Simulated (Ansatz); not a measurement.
A series of calculations on GaP

Part 1: Relaxation

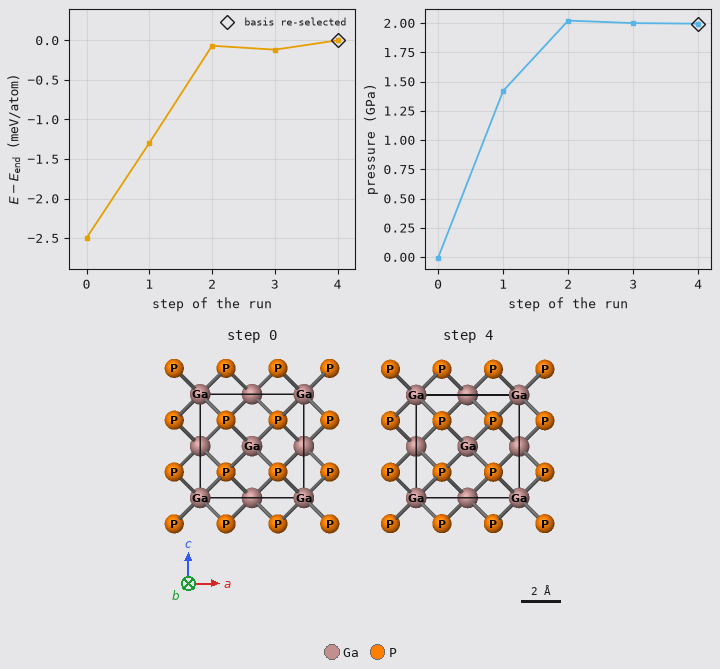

First and last geometry of a relaxation of crystalline GaP (set up in F-43m), with the history of the run. The picture is a ball-and-stick view of the conventional cell (4 times the calculation's cell), seen along the b axis. Lengths and directions refer to the drawn axes.

Case: relaxed at 2 GPa.

Theory: DFT LDA, scalar-relativistic, plane waves, PAW in Ansatz. Set-up: plane-wave cutoff 420 eV; k-point mesh 8 × 8 × 8; occupations fixed; target pressure 2 GPa; no spin polarisation; cell and atoms relaxed; force threshold 0.001 eV/Å; at most 60 steps.

> What do the curves and the structures tell?

It converged. No atom moves by more than 0.005 Å relative to the cell. The volume changes by −2.1 %, with a = b = c 5.391 → 5.353 Å (−0.7 %). Near-neighbour distances that change, for instance: Ga–P 2.335 → 2.318 Å. The space group stays F-43m (No. 216). After 3 accepted moves (4 points after the start) the energy has risen by 2.5 meV per atom. With the target pressure of 2 GPa, the enthalpy E + pV changes by −2.6 meV per atom. All forces vanish by symmetry, so only the cell relaxes. Pressure: 0.00 GPa at the start and 1.99 GPa at the end. The SCF was repeated once at an unchanged geometry on a basis and grid sized afresh for the cell, which shifted the energy by 0.1 meV per atom at most.

Part 2: Relaxation

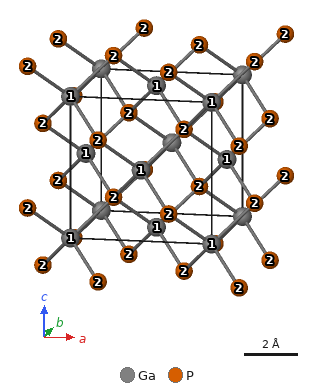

This is the input geometry for a relaxation of a crystal of GaP (set up in F-43m). The picture is a ball-and-stick view of the conventional cell (4 times the calculation's cell), seen slightly off an axis. Lengths and directions refer to the drawn axes.

Method: DFT LDA, scalar-relativistic, plane waves, PAW (Ansatz 0.2.0).

The input:
```yaml
crystal:
  lattice:
    - [0.0, 2.72525, 2.72525]
    - [2.72525, 0.0, 2.72525]
    - [2.72525, 2.72525, 0.0]
  atoms:
    - { symbol: Ga, position: [0.0, 0.0, 0.0] }
    - { symbol: P, position: [0.75, 0.75, 0.75] }
basis:
  ecutwfc: 420
kpoints:
  mp_grid: { grid: [8, 8, 8] }
hamiltonian:
  xc: lda
scf:
  occupations: { method: gaussian, width: 0.02 }
output:
  forces: true
  stress: true
  eigenvalues: true
relax:
  adjacent_minimum: "off"
  f_tol: 0.005
  max_steps: 80
  cell: { stress_tol: 0.05 }
```

Command:
```bash
ansatz run input.yaml --threads 1 --pin off --max-ram 3072MiB --backend cpu --events-out ev --progress --plain --runs-dir out
```

> Predict the outcome.

The atoms keep their places relative to the cell (all moves are under 0.005 Å). The drawn cell changes as follows: a = b = c 5.450 → 5.391 Å (−1.1 %); the volume changes by −3.2 %. Among the contacts that change: Ga1–P2 2.360 → 2.335 Å. The space group stays F-43m (No. 216). The energy falls by 5.8 meV per atom in 3 accepted moves (4 points after the start). All forces vanish by symmetry, so only the cell relaxes. Pressure: −2.75 GPa at the start and 0.00 GPa at the end. The SCF was repeated once at an unchanged geometry on a basis and grid sized afresh for the cell, which shifted the energy by 0.2 meV per atom at most. The run took 3 s on 1 thread of AMD EPYC 9R45 96-Core Processor (Zen 5) (shared host), peak memory 0.37 GiB.

Step by step:

```
step  E − E(0), meV/atom  pressure, GPa  volume, Å³/atom                      note
   0                0.00          -2.75           20.240                          
   1               -5.37          -0.86           19.780                          
   2               -5.95           0.05           19.577                          
   3               -5.95           0.00           19.588                          
   4               -5.77           0.00           19.588  same geometry, new basis
```

The end point in the same view:

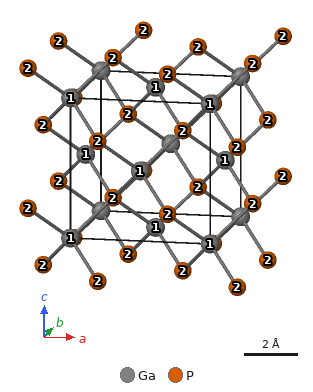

Part 3: A change

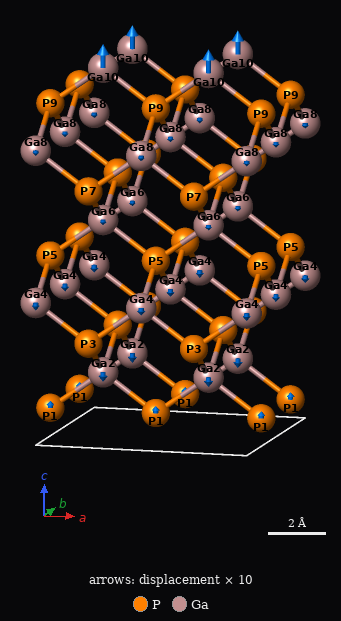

A (1 0 0) slab of GaP as cut from the relaxed bulk. The blue arrows show how the atoms are displaced, magnified 10 times. The picture is a ball-and-stick view of the 2 × 2 repeat of the cell, outlined in the plane, without the vacuum, seen slightly off an axis.

Theory: DFT PBEsol, scalar-relativistic, plane waves, PAW in Ansatz 0.2.0. Set-up: plane-wave cutoff 420 eV; occupations gaussian; no spin polarisation. The k-mesh is chosen for each cell (8×8×8, 7×7×1). Smearing widths differ between the runs.

**Describe the change and its computed effect.**

The atoms of the slab are relaxed at the bulk's in-plane cell. The surface energy (mean of the two faces) falls from 2.21 to 2.19 J/m². The top spacing, between the Ga and P planes, goes from 1.36 to 1.46 Å (+7.0 %), the bottom one (P to Ga) from 1.36 to 1.30 Å (−4.4 %). The cell doesn't change. The atom that moves furthest relative to the layer's centre is Ga10 (0.085 Å along the normal (+c)). Largest moves by element: Ga 0.085 Å, P 0.025 Å. Near-neighbour distances before and after: Ga–P 2.355 → 2.321 to 2.411 Å.
